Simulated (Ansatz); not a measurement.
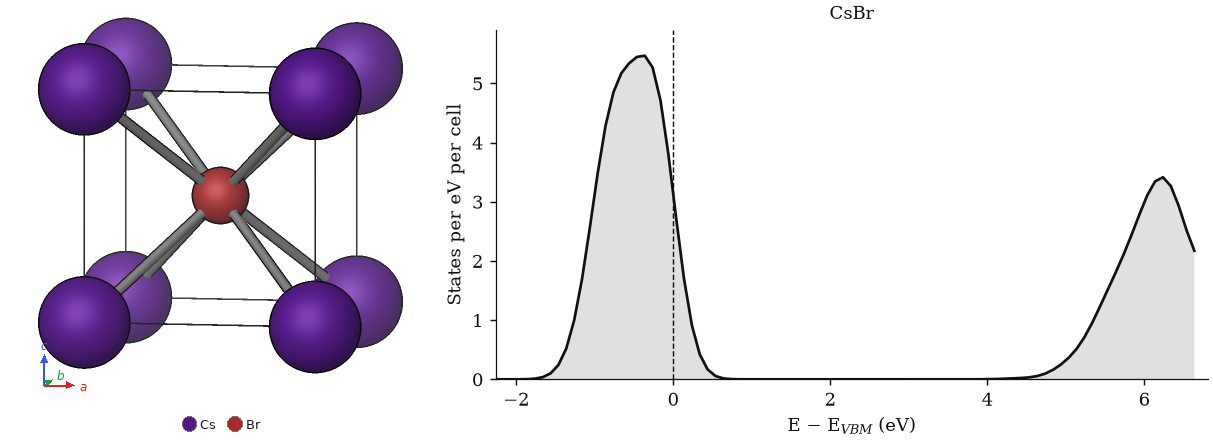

Density of states, beside the structure. Energies are counted from the top of the valence band. The DOS curve is built from the levels of the k mesh with Gaussians 0.55 eV wide, which also blur the band edges; ripples of that width can come from the mesh.

Structure: CsCl-type CsBr, space group Pm-3m (No. 221), 2 atoms in the cell, relaxed with r2SCAN; cubic a = 4.320 Å.

Method: PBE, Ansatz PAW set, no spin polarisation, no spin-orbit coupling, 6×6×6 k mesh, 420 eV cutoff (Ansatz).

Is there a gap at the Fermi level, and how wide?

There is a gap; over the k points computed it is 4.44 eV (direct to within 0.02 eV).

Where is the tallest peak of the filled states in the window?

Within the window shown, the tallest peak of the filled states lies 0.4 eV under the valence-band top, at about 5.5 states per eV and cell.

Spin-orbit coupling is left out, which matters for Cs and Br. LDA, GGA and most meta-GGA functionals understate gaps.
